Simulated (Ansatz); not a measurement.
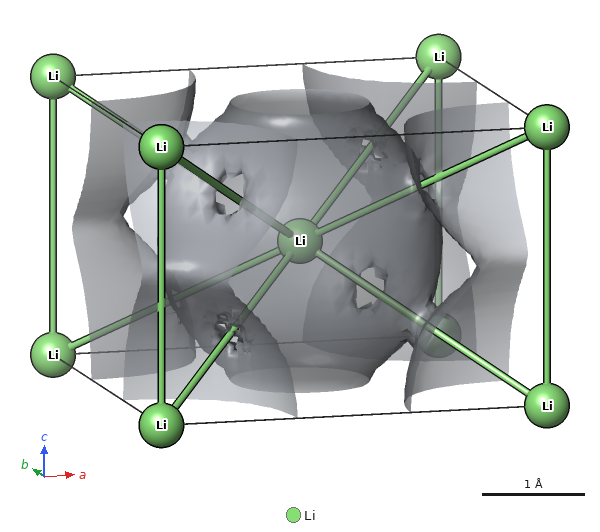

Figure 1: Li. Isosurface of the ELF at 0.55 (grey), seen slightly off an axis. Core shells and regions of very low density are left out. Sticks mark near contacts.

Space group I4/mmm; computed without spin polarisation.

The calculation used DFT PBEsol, scalar-relativistic, plane waves, PAW in Ansatz 0.2.0.

Core electrons are frozen (PAW), and the valence fields are smoothed inside the atomic spheres.

Question: What do the ELF domains correspond to?

Answer: The surface consists of one network that runs through the whole crystal, counted in one cell of 2 atoms. Any copies at cell faces, edges or corners count once. There are no localised bonds or lone pairs at this value.

Values along the shortest contacts:
Li–Li (2.78 Å): the ELF is about 0.35 at the midpoint. Li–Li (3.11 Å): the ELF reaches about 0.55 near the midpoint.

Question: Does the calculation give a band gap?

Answer: It is gapless in this calculation (a metal or semimetal).
